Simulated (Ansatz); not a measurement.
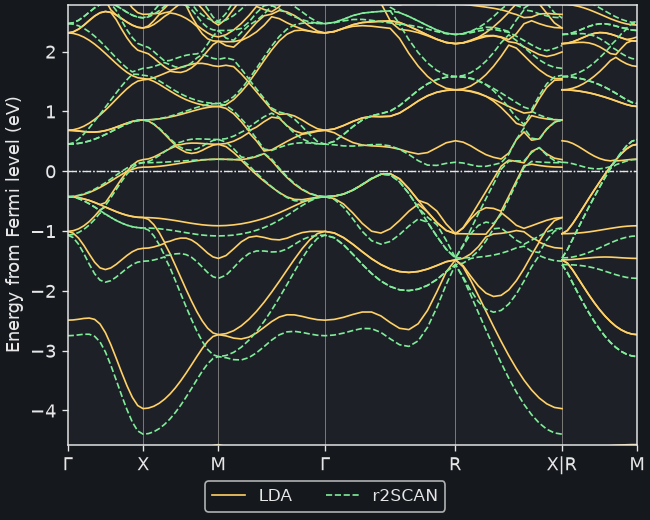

Band structures of Sc3Al, space group Pm-3m, 4 atoms in the cell, by two methods on the same cell. Each is counted from its own Fermi level.

Question: What changes from one method to the other?

Answer: Both give a metal. The 7 bands that come within 1 eV of the Fermi level differ by 0.12 eV on average and by 0.41 eV at most (at R).

Settings. LDA: DFT LDA, scalar-relativistic, plane waves, PAW, no spin polarisation, 10×10×10 k mesh, 420 eV cutoff (Ansatz 0.2.0). r2SCAN: DFT r2SCAN, scalar-relativistic, plane waves, PAW, no spin polarisation, 10×10×10 k mesh, 500 eV cutoff, Gaussian smearing of 0.1 eV (Ansatz).
